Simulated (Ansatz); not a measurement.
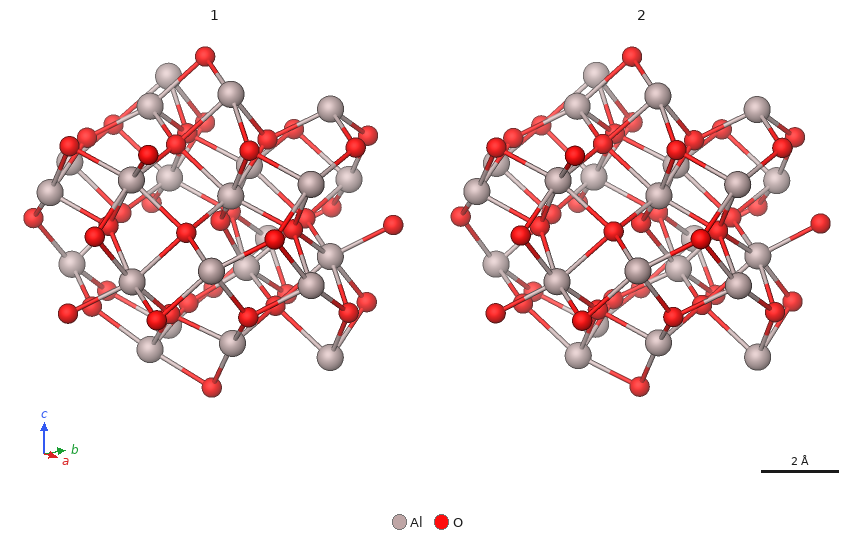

Two geometries of a defect cell of composition Al47O72 (cell charge +1), drawn at one scale. One is the start of a relaxation, the other its converged end. The picture is a ball-and-stick view of the atoms within 5.0 Å of the atom that moves most (axes of the cell of the calculation (origin shifted)), seen slightly off an axis.

All numbers below come from DFT, PBEsol, PAW, plane waves in Ansatz 0.2.0. (plane-wave cutoff 420 eV; k-point mesh 1 × 1 × 1; mesh shifted by (0.25, 0.25, 0.25); no spin polarisation; atoms relaxed in a fixed cell; force threshold 0.03 eV/Å; at most 80 steps)

Which geometry has the lower energy?

Structure 1 is the relaxed one. The energy falls by 2.404 eV per cell of the calculation in 6 geometry steps. Largest force component: 2.3 eV/Å at the start, 0.028 eV/Å at the end. The largest move is that of an O atom, 0.17 Å roughly along [3 3 1]. By element the largest moves are O 0.17 Å, Al 0.17 Å. The lattice vectors keep their values. Some distances before and after: Al–O 1.937 → 1.811 Å, Al–O 1.985 → 1.868 Å, Al–O 2.007 → 1.901 Å, Al–O 1.782 → 1.878 Å. Bond angles that change, for instance: O–Al–O 84.4° → 99.6°, O–Al–O 86.7° → 99.9°, O–Al–O 161.1° → 171.6°.

Limits of the set-up: the cell is charged, on a uniform background, and energies carry no finite-size correction.
